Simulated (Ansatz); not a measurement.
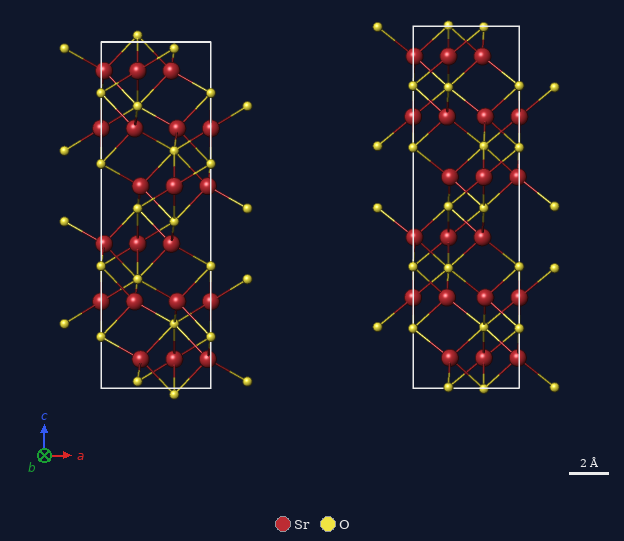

Two geometries of solid Sr3O2 (built on the corundum_167 type) (coarse preliminary run), drawn at one scale. One is the start of a relaxation, the other its converged end. The picture is a ball-and-stick view of the conventional cell (3 times the calculation's cell), seen along the b axis. Lengths and directions refer to the drawn axes.

These are results of DFT PBE, scalar-relativistic, plane waves, PAW (Ansatz), not measurements. (plane-wave cutoff 420 eV; k-point mesh 3 × 3 × 3; occupations gaussian; smearing width 0.1 eV; no spin polarisation; cell and atoms relaxed; force threshold 0.04 eV/Å; at most 70 steps)

### Which one is relaxed?

The right one is the relaxed one. Case: anti-corundum type (R-3c, No. 167). After 4 accepted moves (5 points after the start) the energy has fallen by 1.148 eV per cell of the calculation. The largest force component goes from 1 to 0.007 eV/Å. Pressure: −0.45 GPa at the start and 0.07 GPa at the end. At 1 point the geometry stayed and the basis and grid were re-selected for the new cell (energy shift of 2.3 meV per cell of the calculation at most each time). The largest moves relative to the cell, 0.32 Å, are those of O atoms. By element the largest moves are O 0.32 Å, Sr 0.09 Å. Cell: a = b 6.631 → 6.413 Å (−3.3 %), c 18.104 → 18.925 Å (+4.5 %). Volume −2.2 %. Some distances before and after: O–Sr 2.747 → 2.611 Å, O–Sr 2.584 → 2.670 Å, Sr–Sr 3.517 → 3.551 Å. Among the angles between lasting bonds that change: Sr–O–Sr 164.2° → 176.5°, Sr–O–Sr 101.2° → 90.1°, O–Sr–O 120.4° → 128.7°. The space group stays R-3c (No. 167). The run took 45 s on 1 thread of Intel(R) Xeon(R) Platinum 8259CL CPU @ 2.50GHz (Skylake/Cascade Lake), with other jobs on the host, peak memory 0.52 GiB.
